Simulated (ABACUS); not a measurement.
**CsI: band-structure run (part 2 of 2)**

CsI (Pm-3m, 2 atoms in the cell); Kohn-Sham DFT of a periodic cell, TASK, SG15 ONCV 1.2 PBE, no spin polarisation (ABACUS 3.10.1); cutoff 1115.67 eV, 4×4×4 k-mesh, fermi-dirac of 0.05 eV. The structure derives from an entry of the Crystallography Open Database.

Geometry of the input (Å; fractional positions):
```
4.5667  0.0000  0.0000
0.0000  4.5667  0.0000
0.0000  0.0000  4.5667
Cs 0.0000  0.0000  0.0000
I  0.5000  0.5000  0.5000
```

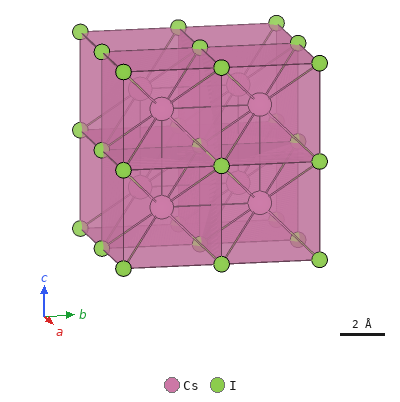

**Figure 1.** The structure (polyhedral view of the cell of the calculation, seen slightly off an axis; polyhedra are completed across the faces of the cell).

## What the program printed, continued
```
 PW ALGORITHM --------------- ION=   1  ELEC=   3--------------------------------

 Density error is 0.00403216134918
                          Error Threshold = 0.000154580721513
----------------------------------------------------------
     Energy           Rydberg                 eV
----------------------------------------------------------
 E_KohnSham     -235.5856278329      -3205.3069054350
 E_Harris       -236.4345317799      -3216.8568361683
 E_Fermi        0.7432389471         10.1122846557
----------------------------------------------------------

 PW ALGORITHM --------------- ION=   1  ELEC=   4--------------------------------

 Density error is 0.0015815908542
                          Error Threshold = 1.55083128814e-05
----------------------------------------------------------
     Energy           Rydberg                 eV
----------------------------------------------------------
 E_KohnSham     -235.5131698251      -3204.3210636635
 E_Harris       -235.9497849277      -3210.2615168917
 E_Fermi        0.7308840090         9.9441870997
----------------------------------------------------------

 PW ALGORITHM --------------- ION=   1  ELEC=   5--------------------------------

 Density error is 4.30218547553e-05
                          Error Threshold = 6.08304174693e-06
----------------------------------------------------------
     Energy           Rydberg                 eV
----------------------------------------------------------
 E_KohnSham     -235.5027890992      -3204.1798266411
 E_Harris       -235.5044551950      -3204.2024950372
 E_Fermi        0.7198173262         9.7936171553
----------------------------------------------------------

 PW ALGORITHM --------------- ION=   1  ELEC=   6--------------------------------

 Density error is 8.14993126827e-06
                          Error Threshold = 1.65468672136e-07
----------------------------------------------------------
     Energy           Rydberg                 eV
----------------------------------------------------------
 E_KohnSham     -235.5189254209      -3204.3993725609
 E_Harris       -235.4682697525      -3203.7101668356
 E_Fermi        0.7211550498         9.8118178191
----------------------------------------------------------

 PW ALGORITHM --------------- ION=   1  ELEC=   7--------------------------------

 Density error is 3.20696924162e-06
                          Error Threshold = 3.13458894934e-08
----------------------------------------------------------
     Energy           Rydberg                 eV
----------------------------------------------------------
 E_KohnSham     -235.5194665139      -3204.4067345094
 E_Harris       -235.5376631454      -3204.6543123824
 E_Fermi        0.7230713772         9.8378907905
----------------------------------------------------------

 PW ALGORITHM --------------- ION=   1  ELEC=   8--------------------------------

 Density error is 2.74376554408e-08
                          Error Threshold = 1.23344970832e-08
----------------------------------------------------------
     Energy           Rydberg                 eV
----------------------------------------------------------
 E_KohnSham     -235.5183696166      -3204.3918104556
 E_Harris       -235.5198462203      -3204.4119006804
 E_Fermi        0.7235144578         9.8439192111
----------------------------------------------------------

 PW ALGORITHM --------------- ION=   1  ELEC=   9--------------------------------

 Density error is 3.90677943488e-08
                          Error Threshold = 1.05529444003e-10
----------------------------------------------------------
     Energy           Rydberg                 eV
----------------------------------------------------------
 E_KohnSham     -235.5187088501      -3204.3964259647
 E_Harris       -235.5168314749      -3204.3708829648
 E_Fermi        0.7234344811         9.8428310733
----------------------------------------------------------

 PW ALGORITHM --------------- ION=   1  ELEC=  10--------------------------------

 Density error is 1.90529469784e-09
                          Error Threshold = 1.05529444003e-10
----------------------------------------------------------
     Energy           Rydberg                 eV
----------------------------------------------------------
 E_KohnSham     -235.5189146009      -3204.3992253473
 E_KS(sigma->0) -235.5189146009      -3204.3992253473
 E_Harris       -235.5182884242      -3204.3907057764
 E_band         -26.8284580274       -365.0198977265
 E_one_elec     -129.6238410684      -1763.6228351762
 E_Hartree      66.8876008006        910.0524964373
 E_xc           -22.6991695903       -308.8380462971
 E_Ewald        -150.0835047428      -2041.9908403115
 E_entropy(-TS) 0.0000000000         0.0000000000
 E_descf        0.0000000000         0.0000000000
 E_exx          0.0000000000         0.0000000000
 E_Fermi        0.7235596047         9.8445334665
----------------------------------------------------------

 charge density convergence is achieved
 final etot is -3204.3992253 eV
 EFERMI = 9.8445334665 eV

 STATE ENERGY(eV) AND OCCUPATIONS    NSPIN == 1
 1/3 kpoint (Cartesian) = 0.0000 0.0000 0.0000 (8121 pws)
       1       -32.3621      0.0312500
       2       -32.3621      0.0312500
       3       -32.3621      0.0312500
       4       -32.3565      0.0312500
       5       -32.3565      0.0312500
       6       -17.8006      0.0312500
       7       -7.50516      0.0312500
       8       -2.98182      0.0312500
       9       -2.98182      0.0312500
      10       -2.98182      0.0312500
      11        5.07949      0.0312500
      12        5.07949      0.0312500
      13        5.07949      0.0312500
      14        12.3671    3.83797e-24
      15        12.3671    3.83797e-24
      16        13.6014    7.29766e-35
      17        15.9038    7.32394e-55
      18        15.9038    7.32394e-55
      19        15.9038    7.32394e-55
      20        19.4571    1.00281e-85
      21        19.4571    1.00281e-85
      22        23.7317        0.00000
      23        23.7317        0.00000

 2/3 kpoint (Cartesian) = 0.054744 0.0000 0.0000 (8069 pws)
       1       -32.3622       0.187500
       2       -32.3622       0.187500
       3       -32.3621       0.187500
       4       -32.3564       0.187500
       5       -32.3558       0.187500
       6       -17.7845       0.187500
       7       -7.51025       0.187500
       8       -3.04207       0.187500
       9       -2.95082       0.187500
      10       -2.95082       0.187500
      11        4.41729       0.187500
      12        5.01468       0.187500
      13        5.01468       0.187500
      14        12.6714    5.23700e-26
      15        13.5067    2.91166e-33
      16        14.8090    1.42022e-44
      17        15.8961    5.12533e-54
      18        15.8961    5.12533e-54
      19        16.0909    1.04252e-55
      20        17.9122    1.57865e-71
      21        20.1602        0.00000
      22        20.9892        0.00000
      23        20.9892        0.00000

 3/3 kpoint (Cartesian) = 0.10949 0.0000 0.0000 (8008 pws)
       1       -32.3623      0.0937500
       2       -32.3623      0.0937500
       3       -32.3620      0.0937500
       4       -32.3564      0.0937500
       5       -32.3551      0.0937500
       6       -17.7683      0.0937500
       7       -7.51795      0.0937500
       8       -3.09007      0.0937500
       9       -2.91931      0.0937500
      10       -2.91931      0.0937500
      11        3.85216      0.0937500
      12        4.94829      0.0937500
      13        4.94829      0.0937500
      14        13.0802    7.36766e-30
      15        14.8889    1.43723e-45
      16        15.9953    3.52672e-55
      17        15.9953    3.52672e-55
      18        16.3077    6.81179e-58
      19        16.6850    3.59757e-61
      20        16.7355    1.31104e-61
      21        18.8385    7.09836e-80
      22        19.6371    8.22218e-87
      23        19.6371    8.22218e-87

------------------------------------------------------------------------------------------
 TOTAL-FORCE (eV/Angstrom)
------------------------------------------------------------------------------------------
                       Cs1         0.0000000000         0.0000000000         0.0000000000
                        I1         0.0000000000         0.0000000000         0.0000000000
------------------------------------------------------------------------------------------

----------------------------------------------------------------
 TOTAL-STRESS (KBAR)
----------------------------------------------------------------
       794.5943473601         0.0000000000        -0.0000000000
         0.0000000000       794.5943473601         0.0000000000
        -0.0000000000         0.0000000000       794.5943473601
----------------------------------------------------------------
 TOTAL-PRESSURE: 794.594347 KBAR

 --------------------------------------------
 !FINAL_ETOT_IS -3204.3992253473347773 eV
 --------------------------------------------
```

## Standard output
```
ABACUS v3.10.1

               Atomic-orbital Based Ab-initio Computation at UStc

 dft_functional readin is: MGGA_X_TASK+LDA_C_PW
 dft_functional in pseudopot file is: PBE
 Please make sure this is what you need
 dft_functional readin is: MGGA_X_TASK+LDA_C_PW
 dft_functional in pseudopot file is: PBE
 Please make sure this is what you need

%%%%%%%%%%%%%%%%%%%%%%%%%%%%%%%%%%%%%%%%%%%%%%%%%%%%%%%%%%%%%%%%%%%%%%%%%%%%%%%%%%%%%%%%%%%%%%%%%%%%%%%%%
 Warning: the number of valence electrons in pseudopotential > 1 for Cs: [Xe] 6s1
 Warning: the number of valence electrons in pseudopotential > 7 for I: [Kr] 4d10 5s2 5p5
 Pseudopotentials with additional electrons can yield (more) accurate outcomes, but may be less efficient.
 If you're confident that your chosen pseudopotential is appropriate, you can safely ignore this warning.
%%%%%%%%%%%%%%%%%%%%%%%%%%%%%%%%%%%%%%%%%%%%%%%%%%%%%%%%%%%%%%%%%%%%%%%%%%%%%%%%%%%%%%%%%%%%%%%%%%%%%%%%%

 UNIFORM GRID DIM        : 50 * 50 * 50
 UNIFORM GRID DIM(BIG)   : 50 * 50 * 50
func,idMGGA_X_TASK 707
func,idLDA_C_PW 12
 ---------------------------------------------------------
 Self-consistent calculations for electrons
 ---------------------------------------------------------
 SPIN    KPOINTS         PROCESSORS  THREADS
 1       10              4           4
 ---------------------------------------------------------
 Use plane wave basis
 ---------------------------------------------------------
 ELEMENT NATOM       XC
 Cs      1
 I       1
 ---------------------------------------------------------
 Initial plane wave basis and FFT box
 ---------------------------------------------------------
 -------------------------------------------
 SELF-CONSISTENT :
 -------------------------------------------
 START CHARGE      : atomic
 ITER       ETOT/eV          EDIFF/eV         DRHO         DKIN     TIME/s
 DA1     -3.19423664e+03   0.00000000e+00   2.0621e-01   4.5442e-01   6.72
 DA2     -3.20558756e+03  -1.13509234e+01   4.0191e-02   7.8037e-02   2.61
 DA3     -3.20530691e+03   2.80653238e-01   4.0322e-03   4.3374e-02   2.79
 DA4     -3.20432106e+03   9.85841772e-01   1.5816e-03   4.7640e-03   2.09
 DA5     -3.20417983e+03   1.41237022e-01   4.3022e-05   1.2912e-02   2.61
 DA6     -3.20439937e+03  -2.19545920e-01   8.1499e-06   1.4752e-03   3.15
 DA7     -3.20440673e+03  -7.36194849e-03   3.2070e-06   9.4220e-04   2.98
 DA8     -3.20439181e+03   1.49240538e-02   2.7438e-08   4.9492e-04   3.49
 DA9     -3.20439643e+03  -4.61550916e-03   3.9068e-08   1.9792e-04   3.29
 DA10    -3.20439923e+03  -2.79938260e-03   1.9053e-09   1.7346e-04   3.53
----------------------------------------------------------------
 TOTAL-STRESS (KBAR)
----------------------------------------------------------------
       794.5943473601         0.0000000000        -0.0000000000
         0.0000000000       794.5943473601         0.0000000000
        -0.0000000000         0.0000000000       794.5943473601
----------------------------------------------------------------
 TOTAL-PRESSURE: 794.594347 KBAR
```

## Key numbers

| quantity | value |
| --- | --- |
| outcome | converged |
| space group (tolerance 0.01 Å) | Pm-3m (221) |
| electrons treated | 26 |
| free energy | −3204.3992 eV |
| Fermi energy of the self-consistent step | 9.845 eV |
| gap on the k-point mesh | 7.23 eV |
| pressure | 79.46 GPa |
| largest force (length of the vector) | under 0.001 eV/Å |
| wall time | 35 s (CPU time 2.3 min) |
| peak memory | 0.64 GiB |

## Notes

The cell is under a pressure of 79 GPa at this level, so it is not at its equilibrium volume.
